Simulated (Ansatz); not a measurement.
The structure in question:

```cif
data_structure
_symmetry_space_group_name_H-M 'I m -3 m'
_symmetry_Int_Tables_number 229
_cell_length_a 3.1216
_cell_length_b 3.1216
_cell_length_c 3.1216
_cell_angle_alpha 90.000
_cell_angle_beta 90.000
_cell_angle_gamma 90.000
_cell_volume 30.42
loop_
_atom_site_label
_atom_site_type_symbol
_atom_site_symmetry_multiplicity
_atom_site_Wyckoff_symbol
_atom_site_fract_x
_atom_site_fract_y
_atom_site_fract_z
_atom_site_occupancy
Pt1 Pt 2 a 0.00000 0.00000 0.00000 1
```

> What would you see if this were drawn?

The element is platinum. The atoms follow space group Im-3m (No. 229); the Bravais lattice is body-centred cubic. Prototype: body-centred cubic (W type). The cell holds two atoms. The Pt atoms are each bonded to eight Pt in a cubic arrangement at 2.70 Å. The bonds build a three-dimensional framework.

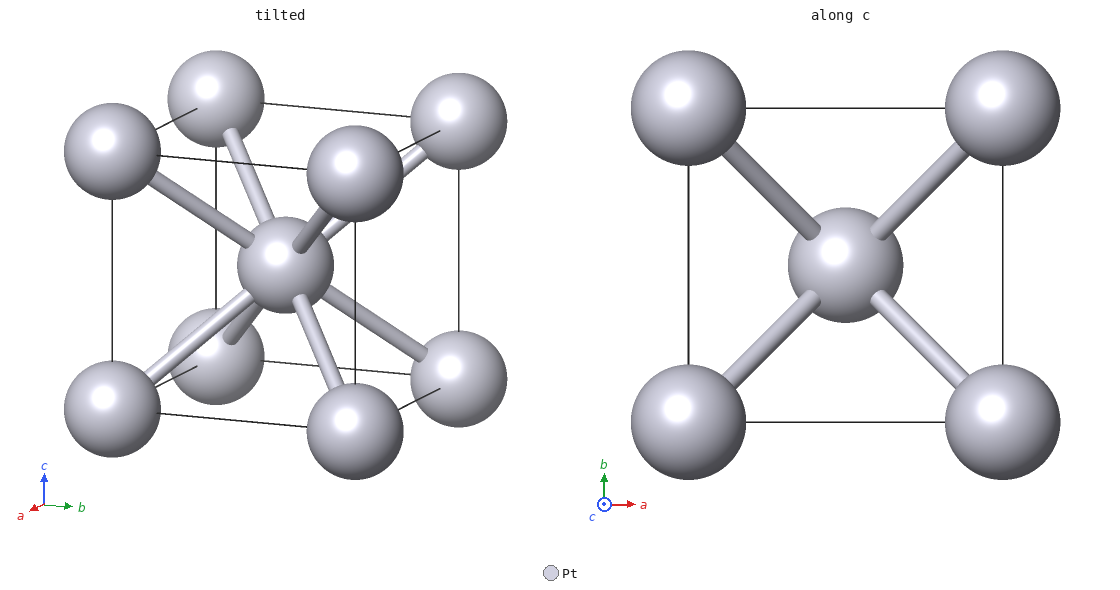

Ball-and-stick representation of a periodic structure, projected slightly off an axis and along the c axis. The conventional unit cell is drawn as a box.

It derives from a structure listed in the Materials Project. A relaxation with DFT PBEsol, scalar-relativistic, plane waves, PAW in Ansatz gave the geometry drawn.
